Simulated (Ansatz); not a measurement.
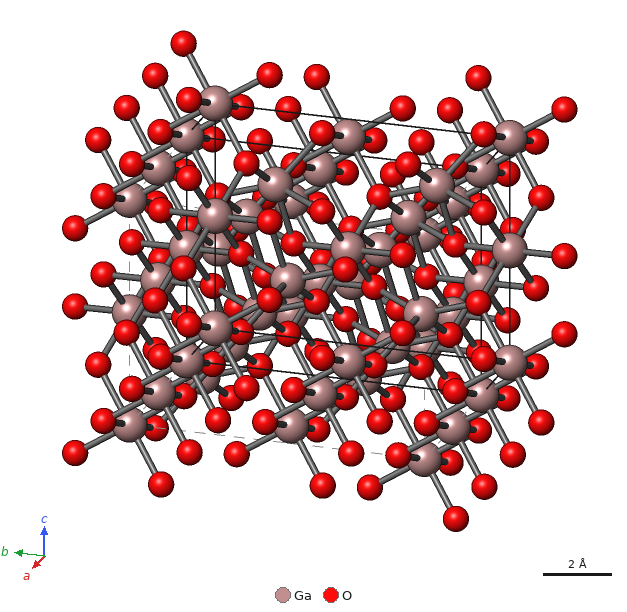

The figure gives a ball-and-stick picture of the atoms, viewed from a general direction. The solid frame is a single conventional unit cell within a 3×1×1 block. Some atoms of the next cells are drawn as well.

Characterise what is shown.

The formula is Ga2O3. Its lattice is base-centred orthorhombic, its space group Cmcm (No. 63). The cell comprises 4 formula units: 8 Ga, 12 O. Around each Ga lie six O at about 1.9 to 2.1 Å. The neighbours of O are four Ga at about 1.9 to 2.1 Å. The bonds build a three-dimensional framework.

It derives from a structure listed in the Materials Project. The final geometry of a relaxation with DFT r2SCAN, scalar-relativistic, plane waves, PAW (Ansatz) is shown.
